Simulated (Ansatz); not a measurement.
# Single-point calculation of NiSi2

- system: NiSi2 (I4/mmm, 3 atoms in the cell)
- method: DFT, PBE, PAW with other files of Ansatz's library (core large), scalar-relativistic, no spin polarisation (Ansatz 0.2.0)

It belongs to a series of runs on one base structure; here: volume scaled by 0.62, PAW files, core large. Figures and captions count atoms from 1; the log counts them from 0 in places.

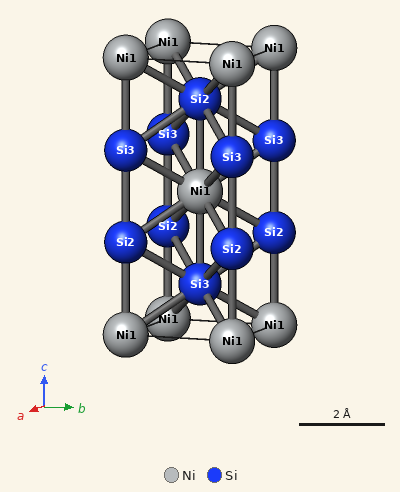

Figure 1. The structure as given in the input (ball-and-stick view of the cell 2 times as large as that of the calculation, set on its symmetry axes, seen slightly off an axis; atoms are numbered from 1 in the order of the input). Near neighbours in the crystal (not all of them lie inside the picture): Ni has 10 Si at 2.20 Å; Si has 5 Ni at 2.20 Å and 5 Si at 2.19 to 2.20 Å.

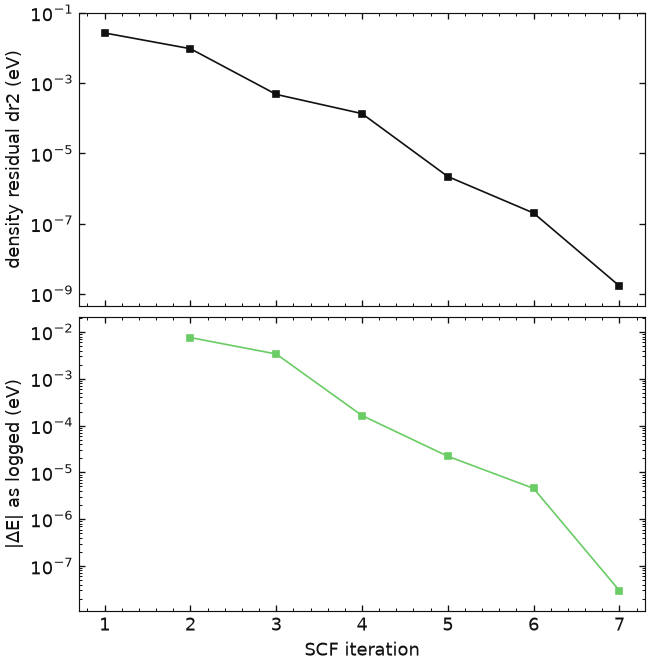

Figure 2. Convergence of the self-consistent field: density residual dr2 and size of the energy change against the SCF iteration. The residual falls at every step.

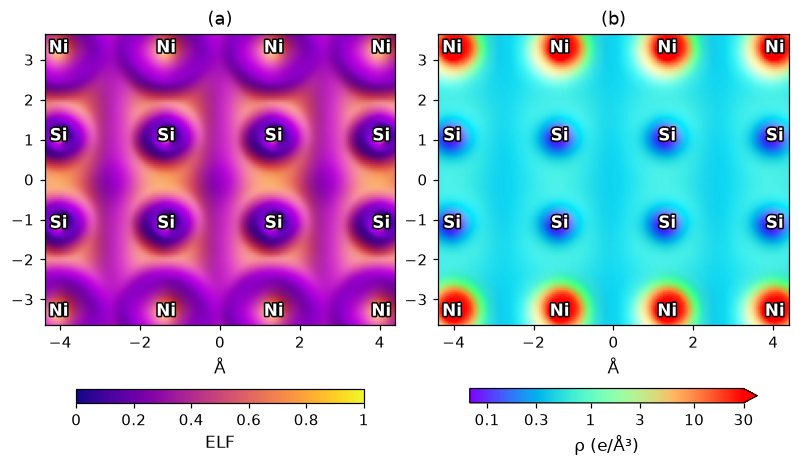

Figure 3. (a) ELF; (b) valence pseudo-density on the (010) plane of the conventional cell. The section cuts through Ni and Si sites. Si–Si (2.19 Å): the density is about 0.61 e/Å³ at the midpoint, a local maximum along the line; the ELF peaks at about 0.70 between the atoms. Si–Ni (2.20 Å): the density is about 0.6 e/Å³ at the midpoint; the ELF is about 0.40 at the midpoint. Away from the nuclei the density in this plane falls to 0.35 e/Å³ at its lowest. The strong features right at Ni lie inside the PAW spheres (semicore, d or f shells) and say nothing about bonding. Core electrons are frozen (PAW), so the fields are smoothed inside the atomic spheres.

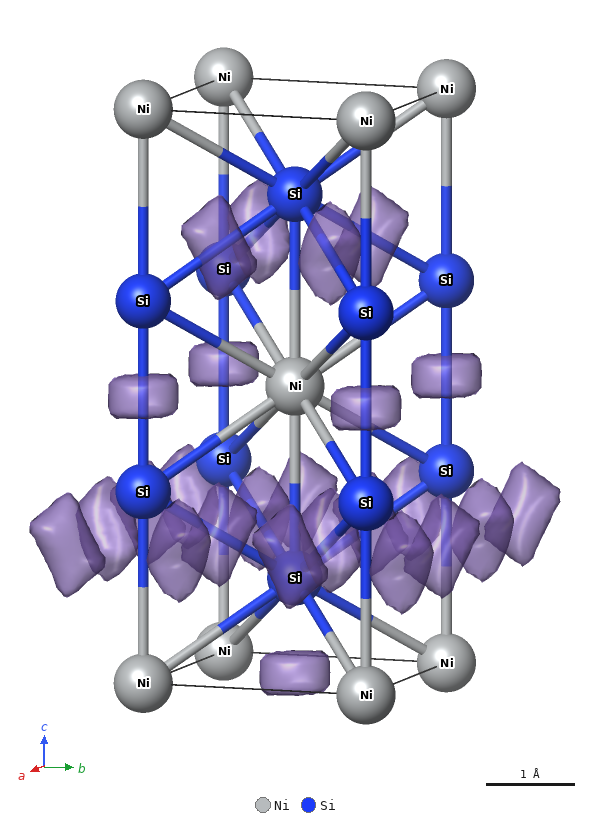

Figure 4. Isosurface of the electron localisation function at 0.65 (purple), seen slightly off an axis. Only the valence region is drawn (cores and ρ < 0.01 e/Å³ removed). Sticks mark near contacts. The outline is the cell set on symmetry axes. Profiles from the grid: Si–Si (2.19 Å): the ELF peaks at about 0.70 between the atoms. Si–Ni (2.20 Å): the ELF is about 0.45 at the midpoint.

The input that produced these results follows, with the program's output.

Input file:
```yaml
crystal:
  lattice:
    - [-1.3465313872, 1.3465313872, 3.298701059]
    - [1.3465313872, -1.3465313872, 3.298701059]
    - [1.3465313872, 1.3465313872, -3.298701059]
  atoms:
    - { symbol: Ni, position: [0.0, 0.0, 0.0] }
    - { symbol: Si, position: [0.3340773686, 0.3340773686, 0.0] }
    - { symbol: Si, position: [-0.3340773686, -0.3340773686, 0.0] }
kpoints:
  mp_grid: { grid: [14, 14, 14] }
scf:
  occupations: { method: fermi_dirac, width: 0.05 }
hamiltonian:
  xc: pbe
  pseudopotentials: { kind: paw, core: large }
output:
  forces: true
  stress: true
  eigenvalues: true
  write_density: true
  write_potential: true
  elf: true
  volumetric_format: npy
```

Launch command:
```bash
ansatz run input.yaml --threads 1 --pin off --max-ram 3072MiB --backend cpu --events-out ev --progress --plain --runs-dir out
```

The program's output:
```
Warning: of Ni, Si the run reads no dataset of the core that `hamiltonian.pseudopotentials.core` asks for: this build lists none beside the file that it uses, or the input names that file
Engine: ansatz 0.2.0, x86_64-unknown-linux-gnu
Pseudopotentials: kind: paw
Pseudopotential: Ni, paw, valence charge 18, recommended cutoff 420 eV (normal), Ni.paw.azcp
Pseudopotential: Si, paw, valence charge 4, recommended cutoff 420 eV (normal), Si.paw.azcp
Functional definition: PBE
  parameter kappa = 0.804
  parameter beta = 0.06672455060314922
  exchange = pbe_x(kappa = kappa, mu = beta*pi^2/3)
  correlation = pbe_c(beta = beta)
Crystal: 3 atoms, lattice volume = 23.924 Å³
Basis set: ecut = 420 eV, 455 PW (Γ), exchange–correlation on 54×54×54 points (8 copies of the dense FFT grid, shifted against one another)
Bands: 17, of which v1, the nominal top of the filled ones, is band 13 counted from 1 (12 counted from 0)
Symmetry: 16 space group operations
Space group: I4/mmm (ITA 139), of the structure as read, at distance tolerance 2.9e-5 Å
k-points: 244 of 2744
Non-local potential: Ni, projectors of the file, l = 0: 3, l = 1: 2, l = 2: 3, l = 3: 1
Non-local potential: Si, projectors of the file, l = 0: 2, l = 1: 2, l = 2: 2
PAW form: soft (Blöchl's): semilocal exchange-correlation on the pseudo side does not see the compensation charge
PAW one-centre angular grid: Ni, 590 points (default); XC on 64 Gauss nodes
PAW one-centre angular grid: Si, 110 points (default); XC on 64 Gauss nodes
Initial density: superposition of atomic densities (neutral atoms: chi_scale 0, normalization atom), corrected by the library's trained network
Initial wavefunctions: pseudopotential atomic-orbital guess
Functional: x = pbe(κ = 0.804, μ = 0.2195149727645171), c = pbe(β = 0.06672455060314922)
SCF iter   1: F=—  HF=-7105.793247 eV  |F-HF|=—  |Δ(HF+E_count)|=         —  Δρ=1.73e-2  dr2=2.66e-2  ethr=1.77e-3  ⟨swp⟩=6.2  Hψ=22962  notcnv=0
preconditioner: auto → Kerker (q_TF=auto, 2.766 Å⁻¹)  [metal: Δε(μ)=0.012 eV  Ē_g=10.835 eV  σ=0.050 eV  W_gap=0.06  n_scr=10 (ndim 8)  ℏωp=32.2 eV  f_vac=0.000  D(μ)=1.99/eV (n_scr^D=32)]
SCF iter   2: F=—  HF=-7105.785643 eV  |F-HF|=—  |Δ(HF+E_count)|=   7.60e-3  Δρ=8.84e-3  dr2=9.48e-3  ethr=1.02e-4  ⟨swp⟩=1.4  Hψ=6281  notcnv=0
SCF iter   3: F=—  HF=-7105.782255 eV  |F-HF|=—  |Δ(HF+E_count)|=   3.39e-3  Δρ=1.85e-3  dr2=4.75e-4  ethr=3.65e-5  ⟨swp⟩=2.4  Hψ=5925  notcnv=0  defer=1
SCF iter   4: F=—  HF=-7105.782091 eV  |F-HF|=—  |Δ(HF+E_count)|=   1.64e-4  Δρ=8.42e-4  dr2=1.35e-4  ethr=1.83e-6  ⟨swp⟩=2.4  Hψ=7070  notcnv=0  defer=1
SCF iter   5: F=—  HF=-7105.782069 eV  |F-HF|=—  |Δ(HF+E_count)|=   2.21e-5  Δρ=1.07e-4  dr2=2.19e-6  ethr=5.19e-7  ⟨swp⟩=1.6  Hψ=4830  notcnv=0  defer=1
SCF iter   6: F=—  HF=-7105.782073 eV  |F-HF|=—  |Δ(HF+E_count)|=   4.55e-6  Δρ=3.92e-5  dr2=2.00e-7  ethr=8.43e-9  ⟨swp⟩=2.0  Hψ=5864  notcnv=0  defer=1
SCF iter   7: F=-7105.782073 eV  HF=-7105.782073 eV  |F-HF|=4.12e-9  |Δ(HF+E_count)|=   2.98e-8  Δρ=3.99e-6  dr2=1.69e-9  ethr=3.85e-10  ⟨swp⟩=7.9  Hψ=26344  notcnv=0
SCF 1 converged in 7 iterations: F = -7105.782073 eV  dr2 = 1.69e-9
  greatest PAW one-centre occupation: 1.002 electrons in one spin orbital (limit 2), on the Ni atom at site 0 (counted from 0), in its partial waves of l = 1
SCF converged after 7 iterations
Free energy (F): -7105.782073 eV
Harris-Foulkes:  -7105.782073 eV  (|F-HF|=4.12e-9)
Internal energy: -7105.765769 eV  (E = F + TS)
E sigma→0 (E₀):  -7105.773921 eV
Entropy (-TS):   -0.016304 eV (-5.435 meV/atom)
Fermi energy:    23.853432 eV
--- Per-component energies (eV) ---
  E_band       = -111.986843
  E_kinetic    = 409.463398
  E_local      = -4150.205191  (includes V_loc(G=0)·N_el)
  E_nonlocal   = 694.468833
  E_hartree    = 1846.019127
  E_xc         = -213.269087
  E_vxc        = -226.830576  (∫ρ·V_xc dr)
  E_paw        = -2656.927451  (= ΣΔE_a)
  E_vpaw       = -530.920527  (= ΣTr[D̂ρ^β])
  E_aug_tail   = 0.000603  (compensation charges beyond the density's cutoff)
  E_ewald      = -3035.316002
  E_smearing   = -0.016304  (= −TS)
  E_closure    = -0.000000  (closes the sum)
  Σ components = -7105.782073   (vs F -7105.782073, Δ=0.00e0)
--- Forces (eV/Å), atoms counted from 1 ---
  atom   1  Ni     0.00000000     0.00000000     0.00000000
  atom   2  Si     0.00000000    -0.00000000    -0.00044598
  atom   3  Si     0.00000000    -0.00000000     0.00044598
  max |Σ_I F_I| component: 1.39e-17 eV/Å
--- Stress (GPa, compression-positive) ---
      182.160300      -0.000000       0.000000
       -0.000000     182.160300      -0.000000
        0.000000      -0.000000     182.169110
  P = ⅓ Tr σ = 182.1632 GPa (1821.632 kbar)
--- Band table (eV; the first three rows and the last of 244) ---
  k-point 0: bands = ["-81.7730", "-42.2867", "-42.1968", "-42.1968", "4.5383", "14.2423", "17.4366", "18.1627", "18.2371", "18.2371", "19.5956", "23.0258", "25.3018", "26.5867", "26.5867", "27.0966", "27.0966"]
  k-point 1: bands = ["-81.7726", "-42.2861", "-42.1996", "-42.1994", "4.7468", "14.3936", "17.4422", "17.6968", "17.8991", "18.7737", "19.4043", "22.9282", "24.2872", "25.9294", "26.5936", "26.8686", "28.2964"]
  k-point 2: bands = ["-81.7714", "-42.2847", "-42.2073", "-42.2067", "5.3659", "14.8033", "17.0436", "17.3254", "17.4727", "18.8493", "19.2629", "22.7532", "23.4188", "24.9652", "25.4749", "26.4579", "31.0880"]
  k-point 243: bands = ["-81.7730", "-42.2889", "-42.1968", "-42.1968", "7.0843", "8.8164", "16.9152", "17.9063", "19.1359", "19.1359", "19.6569", "22.5003", "22.5003", "26.5575", "29.0574", "32.3398", "33.8099"]
```

File rho_z.tsv:
```
# z_ang	rho[e/angstrom^3]
# format = ansatz-planar-average/11
# lattice	-1.346531387	1.346531387	3.298701059
# lattice	1.346531387	-1.346531387	3.298701059
# lattice	1.346531387	1.346531387	-3.298701059
# sites	3
# site	28	0.000000000	0.000000000	0.000000000
# site	14	0.000000000	0.000000000	2.204042739
# site	14	0.000000000	0.000000000	-2.204042739
0.000000	2.281212e0
0.141070	2.208526e0
0.282141	2.009558e0
0.423211	1.732803e0
0.564282	1.435603e0
0.705352	1.164194e0
0.846422	9.437366e-1
0.987493	7.795132e-1
1.128563	6.643711e-1
1.269633	5.867628e-1
1.410704	5.360602e-1
1.551774	5.044506e-1
1.692845	4.865550e-1
1.833915	4.786488e-1
1.974985	4.786488e-1
2.116056	4.865550e-1
2.257126	5.044506e-1
2.398197	5.360602e-1
2.539267	5.867628e-1
2.680337	6.643711e-1
2.821408	7.795132e-1
2.962478	9.437366e-1
3.103548	1.164194e0
3.244619	1.435603e0
3.385689	1.732803e0
3.526760	2.009558e0
3.667830	2.208526e0
```

Results in brief:

| quantity | value |
| --- | --- |
| outcome | converged |
| space group (tolerance 0.01 Å) | I4/mmm (139) |
| electrons treated | 26 |
| free energy | −7105.7821 eV |
| Fermi energy | 23.853 eV |
| pressure | 182.16 GPa |
| largest force (length of the vector) | under 0.001 eV/Å |
| hardware | 1 thread of Intel Xeon (Granite Rapids), 32 GiB of memory available, shared host |
| wall time | 4.7 s |
| peak memory | 0.42 GiB |

Notes:

The run has no spin polarisation, so a magnetic state may lie lower. The cell is under a pressure of 182 GPa at this level, so it is not at its equilibrium volume.
